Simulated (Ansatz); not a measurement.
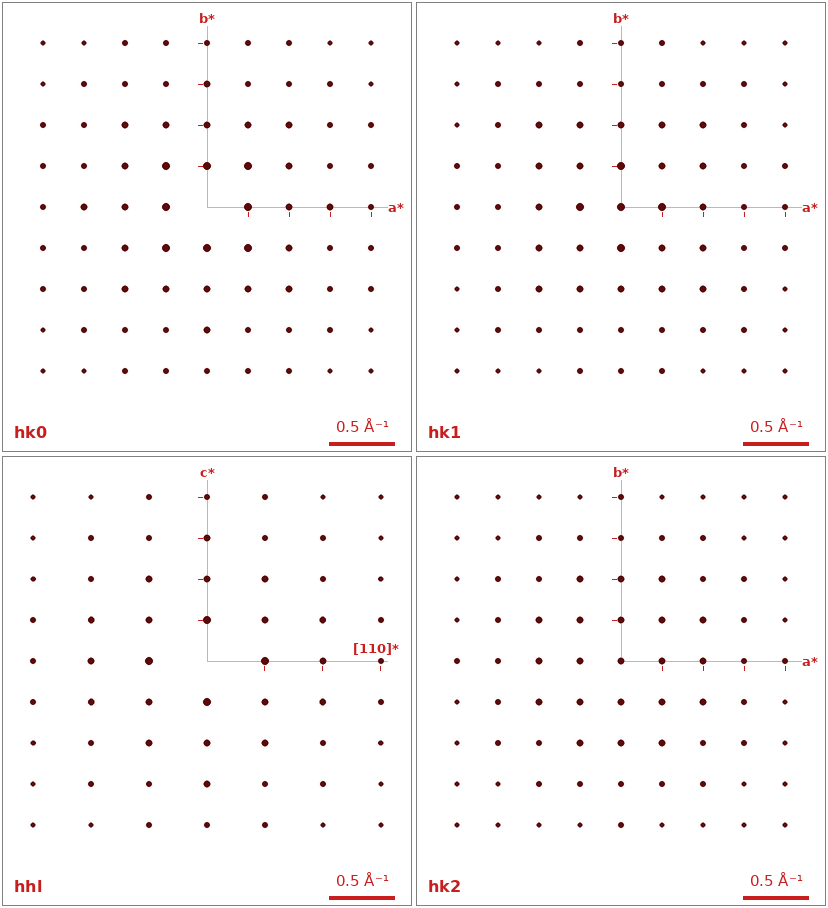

Simulated precession-type sections (X-rays; kinematic intensities, B = 0.5 Å²). The ticks mark integer indices of the conventional cell.

Read the reciprocal cell and give the direct cell.

a* = 0.318, b* = 0.318, c* = 0.318 Å⁻¹; the cell is cubic with a = 3.15 Å.

Which reflection conditions do the layers show?

Reflections are present only under these conditions. hkl: no condition; hk0: no condition; hhl: no condition; h00: no condition. The lattice is primitive (P).

Which space groups fit?

The intensities have Laue symmetry m-3m (the hk0 layer shows 4mm, hk1 shows 4mm). With these conditions the candidates are P432 (No. 207), P-43m (No. 215), Pm-3m (No. 221). Diffraction geometry alone does not choose among them; the structure has Pm-3m. The compound is Pb. Structure: coordinates from a relaxation with DFT, LDA (PW92), plane waves (420 eV) with PAW, scalar-relativistic (Ansatz 0.2.0); the starting structure was generated, so it need not be a known form of this composition.
